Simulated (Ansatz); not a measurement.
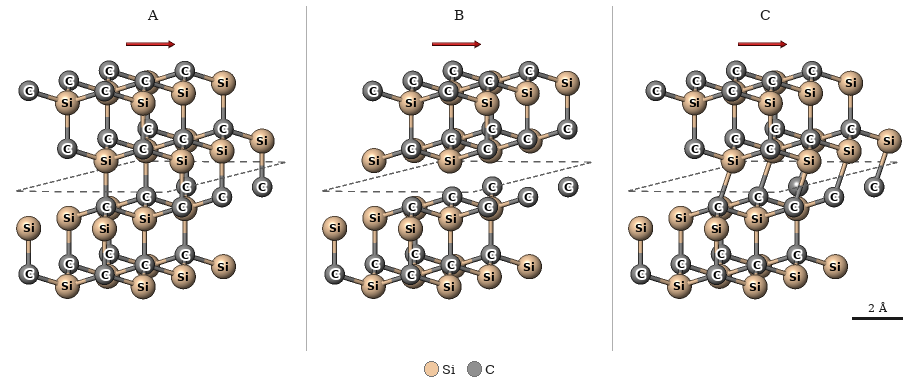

Energy scan for a crystal of SiC (F-43m), in which the crystal above a cut along the (1 −1 1) plane of the conventional cell (between a plane of C below and one of Si above, 1.89 Å apart) is slid rigidly by fractions of an in-plane lattice vector 3.08 Å long (a generalised stacking fault). One cut stands in each cell, which starts 15.1 Å high; nothing is relaxed, and the dashed outline marks the cut, the arrow on top the direction of slip. A ball-and-stick model of the layers on both sides of the cut, seen from the side, nearly along the cut plane.

Computed with DFT r2SCAN, scalar-relativistic, plane waves, PAW in Ansatz. Set-up: plane-wave cutoff 500 eV; k-point mesh 10 × 10 × 2; occupations gaussian; smearing width 0.05 eV; no spin polarisation. Energies (free energies at the smearing named) are counted from the relaxed crystal.

Rank the frames from lowest to highest energy.

Answer. Lowest first: A (the slip 0.00, 0 mJ/m²), C (the slip 0.20, 1219 mJ/m²), B (the slip 0.50, 4225 mJ/m²). Over the whole scan: the curve starts and ends at zero, since a full lattice vector restores the crystal. Its highest computed point is 4225 mJ/m² at slip 0.50, which the unstable stacking-fault energy of this rigid path equals or slightly exceeds. No local minimum shows among the points, so there is no metastable fault on this line. The path is symmetric about half-way. Relaxation across the fault would lower the values.
